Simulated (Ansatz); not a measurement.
Run report: TiAl, geometry relaxation

- system: TiAl (2 atoms in the cell)
- method: DFT PBEsol, scalar-relativistic, plane waves, PAW, no spin polarisation (Ansatz 0.2.0)

The structure was made by swapping elements on the sites of another compound; it need not be a known phase. It belongs to a series of runs on one base structure; here: Ru -> Ti on all its sites, cell and atoms relaxed. Figures and captions count atoms from 1; the log counts them from 0 in places.

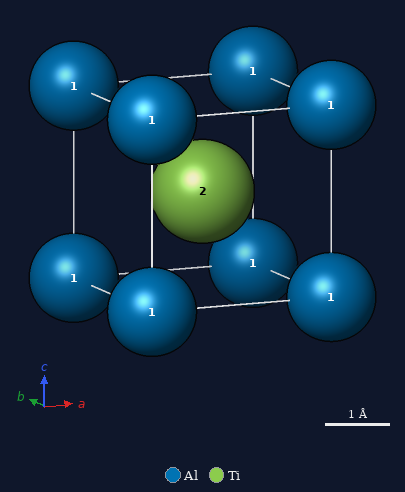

Figure 1. The input geometry (spheres-only view of the cell of the calculation, seen slightly off an axis; atoms are numbered from 1 in the order of the input). An atom can appear more than once, as a periodic image.

### Input file
```yaml
crystal:
  lattice:
    - [3.0810149011, 0.0, 0.0]
    - [0.0, 3.0810149011, 0.0]
    - [0.0, 0.0, 3.0810149011]
  atoms:
    - { symbol: Al, position: [0.0, 0.0, 0.0] }
    - { symbol: Ti, position: [0.5, 0.5, 0.5] }
basis:
  ecutwfc: 420
kpoints:
  mp_grid: { grid: [6, 6, 6] }
hamiltonian:
  xc: pbesol
scf:
  occupations: { method: gaussian, width: 0.1 }
output:
  forces: true
  stress: true
  eigenvalues: true
relax:
  adjacent_minimum: "off"
  f_tol: 0.05
  max_steps: 60
  cell: { stress_tol: 0.5 }
```

Command:
```bash
ansatz run input.yaml --threads 2 --pin off --max-ram 5120MiB --backend cpu --events-out ev --progress --plain --runs-dir out
```

### Output
```
Engine: ansatz 0.2.0, x86_64-unknown-linux-gnu
Pseudopotentials: kind: paw
Pseudopotential: Al, paw, valence charge 3, recommended cutoff 420 eV (normal), Al.paw.azcp
Pseudopotential: Ti, paw, valence charge 12, recommended cutoff 420 eV (normal), Ti.paw.azcp
Functional definition: PBEsol
  exchange = pbesol_x
  correlation = pbesol_c
Crystal: 2 atoms, lattice volume = 29.247 Å³
Basis set: ecut = 420 eV, 587 PW (Γ), exchange–correlation on 48×48×48 points (8 copies of the dense FFT grid, shifted against one another)
Bands: 12, of which v1, the nominal top of the filled ones, is band 8 counted from 1 (7 counted from 0)
Symmetry: 48 space group operations
Space group: Pm-3m (ITA 221), of the structure as read, at distance tolerance 3.1e-5 Å
k-points: 20 of 216
Non-local potential: Al, projectors of the file, l = 0: 2, l = 1: 2, l = 2: 1
Non-local potential: Ti, projectors of the file, l = 0: 3, l = 1: 2, l = 2: 3, l = 3: 1
PAW form: soft (Blöchl's): semilocal exchange-correlation on the pseudo side does not see the compensation charge
PAW frozen core: Al, regenerated for the run's functional, and the local potential with it (the file was generated under x = pbe(κ = 0.804, μ = 0.2195149727645171), c = pbe(β = 0.06672455060314922))
PAW frozen core: Ti, regenerated for the run's functional, and the local potential with it (the file was generated under x = pbe(κ = 0.804, μ = 0.2195149727645171), c = pbe(β = 0.06672455060314922))
PAW one-centre angular grid: Al, 110 points (default); XC on 64 Gauss nodes
PAW one-centre angular grid: Ti, 590 points (default); XC on 64 Gauss nodes
Initial density: superposition of atomic densities (neutral atoms: chi_scale 0, normalization atom), corrected by the library's trained network
Initial wavefunctions: pseudopotential atomic-orbital guess
Functional: x = pbesol(κ = 0.804, μ = 0.12345679012345678), c = pbesol(β = 0.046)
SCF iter   1: F=—  HF=-2998.934951 eV  |F-HF|=—  |Δ(HF+E_count)|=         —  Δρ=6.10e-3  dr2=1.60e-2  ethr=1.77e-3  ⟨swp⟩=5.0  Hψ=1221  notcnv=0
preconditioner: auto → none  [insulator: Δε(μ)=0.144 eV  Ē_g=5.756 eV  σ=0.100 eV  W_gap=0.69  n_scr=6 (ndim 8)  ℏωp=18.2 eV  f_vac=0.000  D(μ)=2.25/eV (n_scr^D=26)  ε∞_Penn≈11.0]
SCF iter   2: F=—  HF=-2998.930805 eV  |F-HF|=—  |Δ(HF+E_count)|=   4.15e-3  Δρ=2.42e-3  dr2=2.25e-3  ethr=1.07e-4  ⟨swp⟩=1.0  Hψ=400  notcnv=0
SCF iter   3: F=—  HF=-2998.930192 eV  |F-HF|=—  |Δ(HF+E_count)|=   6.13e-4  Δρ=1.78e-4  dr2=3.65e-6  ethr=1.50e-5  ⟨swp⟩=2.0  Hψ=285  notcnv=0  defer=1
SCF iter   4: F=—  HF=-2998.930190 eV  |F-HF|=—  |Δ(HF+E_count)|=   1.75e-6  Δρ=4.19e-5  dr2=2.61e-7  ethr=2.43e-8  ⟨swp⟩=2.5  Hψ=338  notcnv=0  defer=1
iter 5 did not close the SCF: its close was put off for the readings that it lacked (scf_convergence_deferred on its scf_iter line)
SCF iter   5: F=-2998.930190 eV  HF=-2998.930190 eV  |F-HF|=2.85e-10  |Δ(HF+E_count)|=   1.08e-8  Δρ=1.16e-6  dr2=3.81e-10  ethr=1.74e-9  ⟨swp⟩=2.5  Hψ=351  notcnv=0  defer=1
SCF iter   6: F=-2998.930190 eV  HF=-2998.930190 eV  |F-HF|=4.55e-13  |Δ(HF+E_count)|=  1.78e-10  Δρ=2.22e-7  dr2=4.26e-12  ethr=2.54e-12  ⟨swp⟩=1.9  Hψ=754  notcnv=0
SCF 1 converged in 6 iterations: F = -2998.930190 eV  dr2 = 4.26e-12
  greatest PAW one-centre occupation: 0.999 electrons in one spin orbital (limit 2), on the Ti atom at site 1 (counted from 0), in its partial waves of l = 0
relax step   1: F+E_penalty+E_count = -2998.93019023 eV  Δ(F+E_penalty+E_count) = +0.000e0 eV  max|allowed force component| = 7.336e-29 eV/Å  Δτ_max = 0.0000 Å  P = +9.720 GPa  Ω = 29.247 Å³  (6 SCF iters, dr2 threshold 1.00e-7 eV, accepted)
Crystal: 2 atoms, lattice volume = 31.794 Å³
Basis set: ecut = 420 eV, 619 PW (Γ), exchange–correlation on 48×48×48 points (8 copies of the dense FFT grid, shifted against one another)
Initial density: handed on by an earlier stage of this run
Initial wavefunctions: those handed on with the density
iter 1 solved again at ethr=2.99e-5 eV; its pass at ethr=3.10e-3 eV (dr2=4.48e-3 eV) is discarded
SCF iter   1: F=—  HF=-2998.990222 eV  |F-HF|=—  |Δ(HF+E_count)|=         —  Δρ=3.69e-3  dr2=4.50e-3  ethr=2.99e-5  ⟨swp⟩=1.0  Hψ=1722  notcnv=0
preconditioner: auto → none  [insulator: Δε(μ)=0.124 eV  Ē_g=5.383 eV  σ=0.100 eV  W_gap=0.62  n_scr=6 (ndim 8)  ℏωp=17.4 eV  f_vac=0.000  D(μ)=2.46/eV (n_scr^D=26)  ε∞_Penn≈11.5]
SCF iter   2: F=—  HF=-2998.988775 eV  |F-HF|=—  |Δ(HF+E_count)|=   1.45e-3  Δρ=1.42e-3  dr2=5.23e-4  ethr=2.99e-5  ⟨swp⟩=1.9  Hψ=269  notcnv=0
SCF iter   3: F=—  HF=-2998.988552 eV  |F-HF|=—  |Δ(HF+E_count)|=   2.22e-4  Δρ=1.71e-4  dr2=5.81e-6  ethr=3.48e-6  ⟨swp⟩=2.1  Hψ=281  notcnv=0
SCF iter   4: F=—  HF=-2998.988561 eV  |F-HF|=—  |Δ(HF+E_count)|=   8.69e-6  Δρ=2.26e-5  dr2=1.20e-7  ethr=3.87e-8  ⟨swp⟩=2.3  Hψ=320  notcnv=0
iter 5 did not close the SCF: its close was put off for the readings that it lacked (scf_convergence_deferred on its scf_iter line)
SCF iter   5: F=-2998.988561 eV  HF=-2998.988561 eV  |F-HF|=4.16e-10  |Δ(HF+E_count)|=   1.42e-8  Δρ=1.31e-6  dr2=3.28e-10  ethr=8.00e-10  ⟨swp⟩=2.0  Hψ=271  notcnv=0
SCF iter   6: F=-2998.988561 eV  HF=-2998.988561 eV  |F-HF|=2.27e-12  |Δ(HF+E_count)|=  9.50e-11  Δρ=1.25e-7  dr2=2.20e-12  ethr=2.19e-12  ⟨swp⟩=1.0  Hψ=713  notcnv=0
SCF 2 converged in 6 iterations: F = -2998.988561 eV  dr2 = 2.20e-12
relax step   2: F+E_penalty+E_count = -2998.98856106 eV  Δ(F+E_penalty+E_count) = -5.837e-2 eV  max|allowed force component| = 6.212e-30 eV/Å  Δτ_max = 0.0000 Å  P = -1.568 GPa  Ω = 31.794 Å³  energy of the carried Pulay correction = -5.142e-4 eV  (6 SCF iters, dr2 threshold 2.00e-7 eV, accepted)
Crystal: 2 atoms, lattice volume = 31.414 Å³
iter 1 solved again at ethr=4.51e-7 eV; its pass at ethr=3.10e-3 eV (dr2=6.76e-5 eV) is discarded
SCF iter   1: F=—  HF=-2998.990715 eV  |F-HF|=—  |Δ(HF+E_count)|=         —  Δρ=5.28e-4  dr2=9.08e-5  ethr=4.51e-7  ⟨swp⟩=2.0  Hψ=1538  notcnv=0
preconditioner: auto → none  [insulator: Δε(μ)=0.128 eV  Ē_g=5.464 eV  σ=0.100 eV  W_gap=0.63  n_scr=6 (ndim 8)  ℏωp=17.5 eV  f_vac=0.000  D(μ)=2.36/eV (n_scr^D=26)  ε∞_Penn≈11.3]
SCF iter   2: F=—  HF=-2998.990697 eV  |F-HF|=—  |Δ(HF+E_count)|=   1.84e-5  Δρ=1.96e-4  dr2=9.75e-6  ethr=4.51e-7  ⟨swp⟩=2.1  Hψ=287  notcnv=0
iter 3 did not close the SCF: its close was put off for the readings that it lacked (scf_convergence_deferred on its scf_iter line)
SCF iter   3: F=-2998.990692 eV  HF=-2998.990692 eV  |F-HF|=5.44e-8  |Δ(HF+E_count)|=   4.48e-6  Δρ=2.65e-5  dr2=1.38e-7  ethr=6.50e-8  ⟨swp⟩=2.0  Hψ=274  notcnv=0
iter 4 did not close the SCF: its close was put off for the readings that it lacked (scf_convergence_deferred on its scf_iter line)
SCF iter   4: F=-2998.990692 eV  HF=-2998.990692 eV  |F-HF|=7.76e-10  |Δ(HF+E_count)|=   2.79e-8  Δρ=3.41e-6  dr2=2.93e-9  ethr=9.23e-10  ⟨swp⟩=2.1  Hψ=300  notcnv=0
iter 5 did not close the SCF: its close was put off for the readings that it lacked (scf_convergence_deferred on its scf_iter line)
SCF iter   5: F=-2998.990692 eV  HF=-2998.990692 eV  |F-HF|=1.50e-11  |Δ(HF+E_count)|=  1.64e-11  Δρ=2.54e-7  dr2=1.22e-11  ethr=1.95e-11  ⟨swp⟩=2.2  Hψ=298  notcnv=0
SCF iter   6: F=-2998.990692 eV  HF=-2998.990692 eV  |F-HF|=9.09e-13  |Δ(HF+E_count)|=  4.09e-12  Δρ=1.98e-8  dr2=4.58e-14  ethr=1.00e-12  ⟨swp⟩=1.0  Hψ=560  notcnv=0
SCF 3 converged in 6 iterations: F = -2998.990692 eV  dr2 = 4.58e-14
relax step   3: F+E_penalty+E_count = -2998.99069245 eV  Δ(F+E_penalty+E_count) = -2.131e-3 eV  max|allowed force component| = 2.054e-30 eV/Å  Δτ_max = 0.0000 Å  P = -0.153 GPa  Ω = 31.414 Å³  energy of the carried Pulay correction = -4.402e-4 eV  (6 SCF iters, dr2 threshold 2.00e-7 eV, accepted)
Initial wavefunctions: pseudopotential atomic-orbital guess (no wavefunctions were taken with the density)
iter 1 solved again at ethr=4.83e-9 eV; its pass at ethr=3.10e-3 eV (dr2=7.24e-7 eV) is discarded
SCF iter   1: F=—  HF=-2998.991399 eV  |F-HF|=—  |Δ(HF+E_count)|=         —  Δρ=2.69e-4  dr2=5.81e-7  ethr=4.83e-9  ⟨swp⟩=2.8  Hψ=1895  notcnv=0
preconditioner: auto → none  [insulator: Δε(μ)=0.128 eV  Ē_g=5.461 eV  σ=0.100 eV  W_gap=0.63  n_scr=6 (ndim 8)  ℏωp=17.5 eV  f_vac=0.000  D(μ)=2.37/eV (n_scr^D=26)  ε∞_Penn≈11.3]
SCF iter   2: F=—  HF=-2998.991405 eV  |F-HF|=—  |Δ(HF+E_count)|=   5.01e-6  Δρ=1.34e-4  dr2=1.48e-7  ethr=3.87e-9  ⟨swp⟩=1.0  Hψ=240  notcnv=0
SCF iter   3: F=—  HF=-2998.991403 eV  |F-HF|=—  |Δ(HF+E_count)|=   1.95e-6  Δρ=3.00e-6  dr2=2.52e-9  ethr=9.84e-10  ⟨swp⟩=1.9  Hψ=303  notcnv=0
iter 4 did not close the SCF: its close was put off for the readings that it lacked (scf_convergence_deferred on its scf_iter line)
SCF iter   4: F=-2998.991403 eV  HF=-2998.991403 eV  |F-HF|=9.64e-11  |Δ(HF+E_count)|=  7.68e-10  Δρ=1.01e-6  dr2=6.14e-11  ethr=1.68e-11  ⟨swp⟩=2.6  Hψ=349  notcnv=0
iter 5 did not close the SCF: its close was put off for the readings that it lacked (scf_convergence_deferred on its scf_iter line)
SCF iter   5: F=-2998.991403 eV  HF=-2998.991403 eV  |F-HF|=9.09e-13  |Δ(HF+E_count)|=  7.82e-11  Δρ=4.92e-8  dr2=8.79e-13  ethr=1.00e-12  ⟨swp⟩=1.7  Hψ=276  notcnv=0
SCF iter   6: F=-2998.991403 eV  HF=-2998.991403 eV  |F-HF|=0.00e0  |Δ(HF+E_count)|=  9.09e-13  Δρ=8.49e-9  dr2=1.46e-14  ethr=1.00e-12  ⟨swp⟩=1.0  Hψ=560  notcnv=0
SCF 4 converged in 6 iterations: F = -2998.991403 eV  dr2 = 1.46e-14
relax step   4: F+E_penalty+E_count = -2998.99140256 eV  Δ(F+E_penalty+E_count) = -7.101e-4 eV  max|allowed force component| = 3.722e-30 eV/Å  Δτ_max = 0.0000 Å  P = -0.103 GPa  Ω = 31.414 Å³  stress off target by 1.03e-1 GPa  SCF on the basis re-selected at this cell (its energy is not comparable with the rows above)  (6 SCF iters)
```

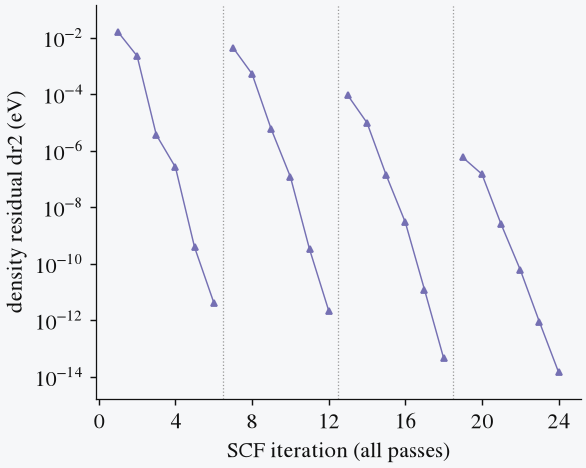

Figure 2. Convergence of the self-consistent field: density residual dr2 against the SCF iteration. The dotted lines part the SCF passes of the relaxation: geometry steps, rejected trials and re-solves on a re-selected basis. The passes take 6, 6, 6 and 6 iterations.

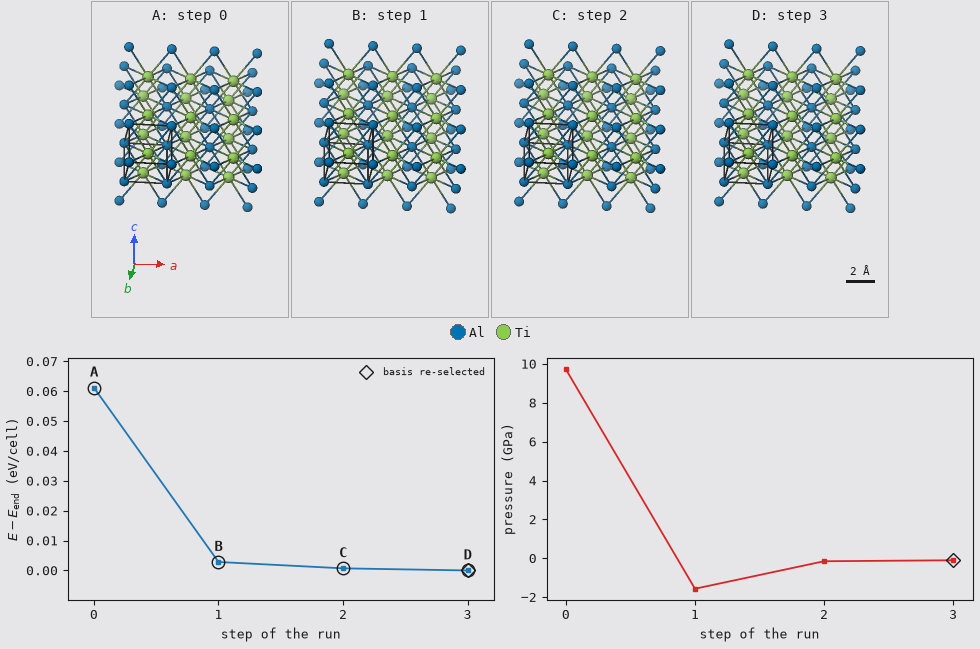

Figure 3. Frames of the relaxation (ball-and-stick view of the cell of the calculation, repeated 3 × 2 × 3, seen at an oblique angle) above the curves, on which the letters mark them (the first geometry is step 0 here and step 1 in the log).

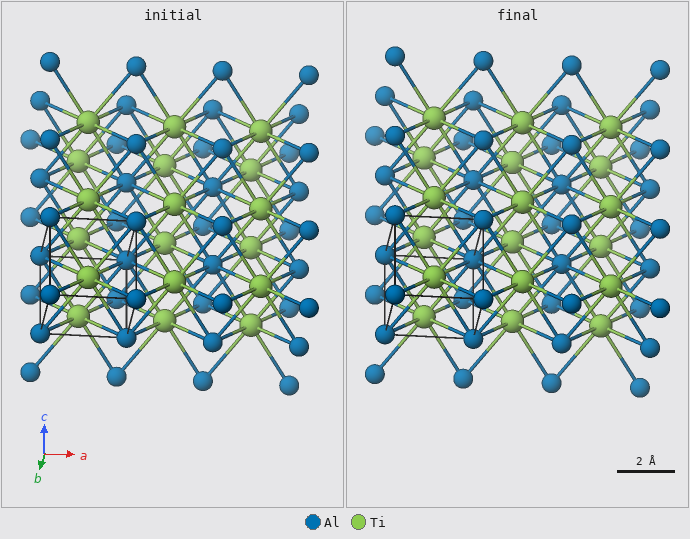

Figure 4. Before (left) and after (right) the relaxation, at one scale (ball-and-stick view of the cell of the calculation, repeated 3 × 2 × 3, seen at an oblique angle). The atoms keep their places relative to the cell (all moves are under 0.005 Å). The volume changes by +7.4 %, with a = b = c 3.081 → 3.155 Å (+2.4 %). Among the contacts that change: Al1–Ti2 2.668 → 2.733 Å. The space group stays Pm-3m (No. 221). Over 2 geometry steps the energy falls by 60.5 meV per cell of the calculation. All forces vanish by symmetry, so only the cell relaxes. The pressure goes from 9.72 to −0.10 GPa. A last SCF at the same geometry on a re-selected plane-wave basis shifts the energy by −0.7 meV per cell of the calculation. (Atoms are counted from 1 in the order of the input.)

```
basis re-selected at this cell: Δ(F+E_penalty+E_count) = -7.101e-4 eV, ΔP = +0.050 GPa vs the last step (what re-selecting the basis moved, of the pressure what is left beyond the Pulay correction that the steps carried, after the strain that the cell walked since its last selection, with what the two solves' SCF thresholds leave and, on support functions, any second-order correction that the steps lacked; it is no measure of the basis error at this ecutwfc). This SCF's stress stands 1.03e-1 GPa from its target on what of the cell is left free (relax.cell.stress_tol is 5.00e-1 GPa) and its largest allowed force component is 3.72e-30 eV/Å (relax.f_tol is 5.00e-2 eV/Å): within both
SCF converged after 6 iterations
Free energy (F): -2998.991403 eV
Harris-Foulkes:  -2998.991403 eV  (|F-HF|=0.00e0)
Internal energy: -2998.979562 eV  (E = F + TS)
E sigma→0 (E₀):  -2998.985482 eV
Entropy (-TS):   -0.011841 eV (-5.920 meV/atom)
Fermi energy:    11.668992 eV
--- Per-component energies (eV) ---
  E_band       = -157.942351
  E_kinetic    = 297.313441
  E_local      = -1010.733294  (includes V_loc(G=0)·N_el)
  E_nonlocal   = 20.714661
  E_hartree    = 430.782637
  E_xc         = -136.952576
  E_vxc        = -151.762116  (∫ρ·V_xc dr)
  E_paw        = -1477.957262  (= ΣΔE_a)
  E_vpaw       = -175.040423  (= ΣTr[D̂ρ^β])
  E_aug_tail   = 0.000109  (compensation charges beyond the density's cutoff)
  E_ewald      = -1122.305800
  E_core_change = 0.158523  (= ΣΔE_core)
  E_smearing   = -0.011841  (= −TS)
  E_closure    = -0.000000  (closes the sum)
  Σ components = -2998.991403   (vs F -2998.991403, Δ=0.00e0)
--- Forces (eV/Å), atoms counted from 1 ---
  atom   1  Al    -0.00000000     0.00000000     0.00000000
  atom   2  Ti    -0.00000000    -0.00000000    -0.00000000
  max |Σ_I F_I| component: 7.28e-30 eV/Å
--- Stress (GPa, compression-positive) ---
       -0.103076      -0.000000      -0.000000
       -0.000000      -0.103076       0.000000
       -0.000000       0.000000      -0.103076
  P = ⅓ Tr σ = -0.1031 GPa (-1.031 kbar)
--- Band table (eV; the first three rows and the last of 20) ---
  k-point 0: bands = ["-44.9269", "-21.2373", "-21.2373", "-21.2373", "2.2931", "10.1677", "10.1677", "13.5077", "13.5077", "13.5077", "16.1677", "16.1677"]
  k-point 1: bands = ["-44.9227", "-21.2852", "-21.2331", "-21.2331", "2.7412", "9.8579", "10.3653", "12.8910", "12.8910", "13.5600", "14.9479", "17.1131"]
  k-point 2: bands = ["-44.9142", "-21.3801", "-21.2247", "-21.2247", "4.0145", "8.2948", "10.8204", "12.1024", "12.1024", "13.6674", "14.5031", "18.8129"]
  k-point 19: bands = ["-44.8779", "-21.3762", "-21.3762", "-21.3762", "8.4884", "8.4884", "8.4884", "12.4230", "14.5775", "14.5775", "14.6182", "14.6182"]
--- Relaxed structure (3 steps of the walk, 3 accepted, 1 SCFs on fresh bases) ---
  F+E_penalty+E_count = -2998.99140256 eV   max|allowed force component| = 3.722e-30 eV/Å   (the final SCF, on the basis selected at the relaxed cell)
  cell:  # Å, volume = 31.4137 Å³
    - [3.1552927247658245, 1.1595703206831482e-33, 8.9876730738071e-34]
    - [3.932106969790606e-34, 3.1552927247658245, 1.6049416203226965e-35]
    - [5.135813185032629e-34, 1.6049416203226965e-35, 3.1552927247658245]
  atoms:
    - { symbol: Al, position: [4.250652477259193e-33, -2.500383810152473e-34, 2.5003838101524314e-34] }
    - { symbol: Ti, position: [0.5, 0.5, 0.5] }
```

### Trajectory as extended XYZ (Å, eV, eV/Å), 4 frames, from step=1 to step=4
```
2
Lattice="3.0810 0.0000 0.0000 0.0000 3.0810 0.0000 0.0000 0.0000 3.0810" Properties=species:S:1:pos:R:3:forces:R:3 step=1 energy=-2998.93019 pressure_GPa=9.72
Al    0.0000    0.0000    0.0000    0.0000   0.0000   0.0000
Ti    1.5405    1.5405    1.5405    0.0000   0.0000   0.0000
2
Lattice="3.1680 0.0000 0.0000 0.0000 3.1680 0.0000 0.0000 0.0000 3.1680" Properties=species:S:1:pos:R:3:forces:R:3 step=2 energy=-2998.98856 pressure_GPa=-1.57
Al    0.0000    0.0000    0.0000    0.0000   0.0000   0.0000
Ti    1.5840    1.5840    1.5840    0.0000   0.0000   0.0000
2
Lattice="3.1553 0.0000 0.0000 0.0000 3.1553 0.0000 0.0000 0.0000 3.1553" Properties=species:S:1:pos:R:3:forces:R:3 step=3 energy=-2998.99069 pressure_GPa=-0.15
Al    0.0000    0.0000    0.0000    0.0000   0.0000   0.0000
Ti    1.5776    1.5776    1.5776    0.0000   0.0000   0.0000
2
Lattice="3.1553 0.0000 0.0000 0.0000 3.1553 0.0000 0.0000 0.0000 3.1553" Properties=species:S:1:pos:R:3:forces:R:3 step=4 energy=-2998.99140 pressure_GPa=-0.10
Al    0.0000    0.0000    0.0000    0.0000   0.0000   0.0000
Ti    1.5776    1.5776    1.5776    0.0000   0.0000   0.0000
```

### Key numbers

```json
{"quantity": "outcome", "value": "converged"}
{"quantity": "space group (tolerance 0.01 Å)", "value": "Pm-3m (221)"}
{"quantity": "electrons treated", "value": "15"}
{"quantity": "free energy", "value": "−2998.9914 eV"}
{"quantity": "Fermi energy", "value": "11.669 eV"}
{"quantity": "gap on the k-point mesh", "value": "none (metallic)"}
{"quantity": "pressure", "value": "−0.10 GPa"}
{"quantity": "final volume", "value": "31.41 Å³"}
{"quantity": "largest force (length of the vector) at the end", "value": "under 0.001 eV/Å"}
{"quantity": "final cell", "value": "a = 3.155 Å, b = 3.155 Å, c = 3.155 Å, α = 90.00°, β = 90.00°, γ = 90.00°"}
{"quantity": "hardware", "value": "2 threads of AMD EPYC (Zen 3), 32 GiB of memory available, shared host"}
{"quantity": "wall time", "value": "1.6 s (CPU time 2.7 s)"}
{"quantity": "peak memory", "value": "0.36 GiB"}
```
